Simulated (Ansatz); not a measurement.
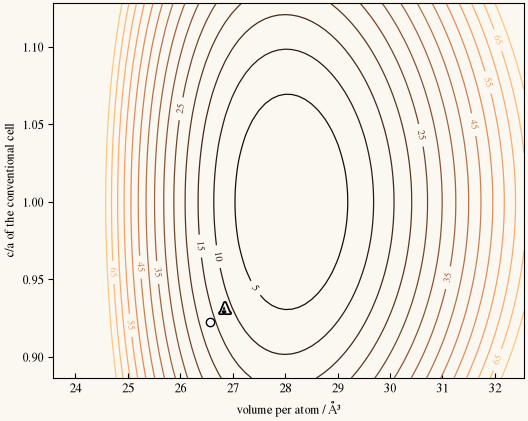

CuI (F-43m, No. 216; 2 atoms in the cell). The energy is mapped over volume and the cell's shape. First axis: volume per atom. Second axis: c/a of the conventional cell. Nothing is relaxed (symmetry fixes all fractional coordinates). The grid has 7 × 7 points. Points are written as (first, second). All energies are given in meV/atom relative to the lowest grid point. Method: Ansatz, DFT PBE, scalar-relativistic, plane waves, PAW. Settings: cutoff 520 eV, k-mesh 8×8×8, gaussian smearing 0.05 eV, no spin polarisation.

The picture shows contour lines labelled in meV/atom (none above 70), the point A. Between grid points the surface is interpolated.

Which way does the force act at A, and how strong is it?

Answer. A, at (26.57 Å³, 0.923), is not a stationary point. The computed force is 15 meV/atom for each Å³ towards larger values of volume per atom and 140 meV/atom for each unit towards larger values of c/a of the conventional cell.
